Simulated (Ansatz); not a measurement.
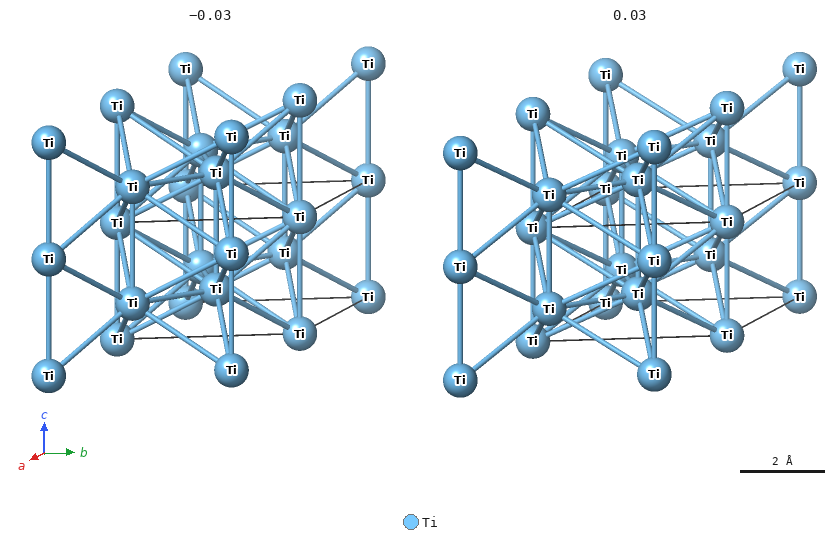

Solid Ti (set up in P6/mmm), under biaxial strain in the a–b plane (c relaxed, atoms fixed by symmetry), with energies (extrapolated to zero smearing) counted from the relaxed crystal, which is the row at zero. The picture shows the first and the last member. Style: ball-and-stick. Shown: the cell of the calculation, repeated 2 × 1 × 2 with one cell outlined, slightly off an axis.

Computed with Ansatz 0.2.0: DFT PBE, scalar-relativistic, plane waves, PAW. Settings: plane-wave cutoff 420 eV; k-point mesh 12 × 12 × 18; occupations gaussian; smearing width 0.1 eV; no spin polarisation; force threshold 0.008 eV/Å.

| strain | energy (meV/atom) | a (Å) | c (Å) |
| --- | --- | --- | --- |
| −0.03 | 25.74 | 4.442 | 2.872 |
| −0.02 | 11.30 | 4.488 | 2.857 |
| −0.01 | 2.80 | 4.534 | 2.844 |
| 0.0 | 0.00 | 4.580 | 2.832 |
| 0.01 | ? | ? | ? |
| 0.02 | 10.50 | 4.671 | 2.810 |
| 0.03 | 23.40 | 4.717 | 2.800 |

Estimate the missing row from the others, and compare with the calculation.

Answer. A parabola through three neighbouring rows (0.0, 0.02, 0.03) gives, with Lagrange weights, (0.3333)(0.00) + (1.0000)(10.50) + (−0.3333)(23.40) = 2.70 meV/atom. The calculation gives 2.64 meV/atom (a = 4.625 Å, c = 2.820 Å). The estimate is 0.06 meV/atom too high. From the first member to the last: Ti–Ti 2.565 → 2.723 Å, Ti–Ti 2.939 → 3.062 Å, Ti–Ti 2.872 → 2.800 Å.

The whole series:

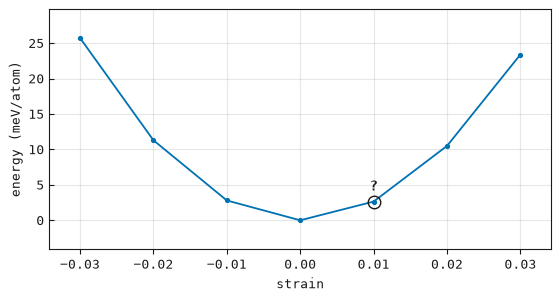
